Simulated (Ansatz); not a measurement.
System: Si2Ge3.

Input file:

```
crystal:
  lattice:
    - [0.0, 5.1782354543, 5.1782354543]
    - [5.1782354543, 0.0, 5.1782354543]
    - [5.1782354543, 5.1782354543, 0.0]
  atoms:
    - { symbol: Si, position: [0.625, 0.625, 0.625] }
    - { symbol: Si, position: [0.625, 0.625, 0.125] }
    - { symbol: Si, position: [0.625, 0.125, 0.625] }
    - { symbol: Si, position: [0.125, 0.625, 0.625] }
    - { symbol: Ge, position: [0.125, 0.125, 0.125] }
    - { symbol: Ge, position: [0.125, 0.125, 0.625] }
    - { symbol: Ge, position: [0.125, 0.625, 0.125] }
    - { symbol: Ge, position: [0.625, 0.125, 0.125] }
    - { symbol: Ge, position: [0.25, 0.25, 0.25] }
    - { symbol: Ge, position: [0.0, 0.0, 0.0] }
basis:
  ecutwfc: 420
kpoints:
  mp_grid: { grid: [6, 6, 6] }
hamiltonian:
  xc: pbe
scf:
  occupations: { method: gaussian, width: 0.1 }
output:
  forces: true
  stress: true
  eigenvalues: true
  write_density: true
  write_potential: true
  elf: true
  volumetric_format: npy
relax:
  adjacent_minimum: "off"
  f_tol: 0.01
  max_steps: 80
  cell: { stress_tol: 0.05 }
```

Launched as:

```sh
ansatz run input.yaml --threads 1 --pin off --max-ram 2560MiB --backend cpu --events-out ev --progress --plain --runs-dir out
```

Below, planes, directions and counts refer to the conventional cell (a = 10.40 Å, b = 10.40 Å, c = 10.40 Å, α = 90.00°, β = 90.00°, γ = 90.00°).

The fields are those of the run's last geometry, not of the input's.

Space group Fd-3m; a structure generated by program, which may or may not match a known phase.

These are results of Ansatz 0.2.0, DFT PBE, scalar-relativistic, plane waves, PAW, not measurements.

### What can the converged valence pseudo-density and electron localisation function tell about the bonding?

Ge–Ge (2.25 Å): the density is about 0.65 e/Å³ at the midpoint; the ELF peaks at about 0.65 between the atoms.
Si–Si (3.68 Å): ρ at the midpoint is about 0.07 e/Å³; the ELF is about 0.25 at the midpoint; no localised pair shows between them.

### Metal or insulator at this level of theory?

It is metallic or semimetallic at this level of theory: no gap opens.

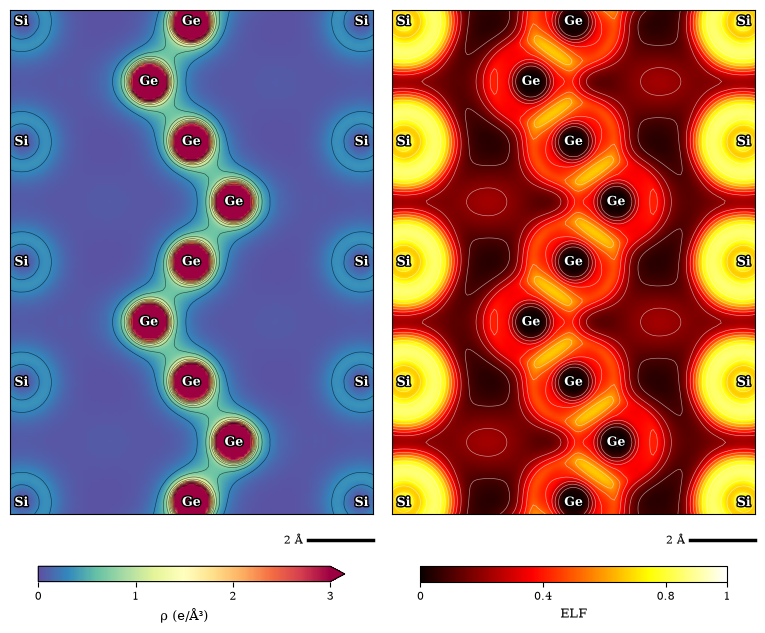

Computed valence pseudo-density and electron localisation function on the (011) plane of the conventional cell, in this order. 

In a PAW calculation such maps are meaningful between the atoms, not at the nuclei.
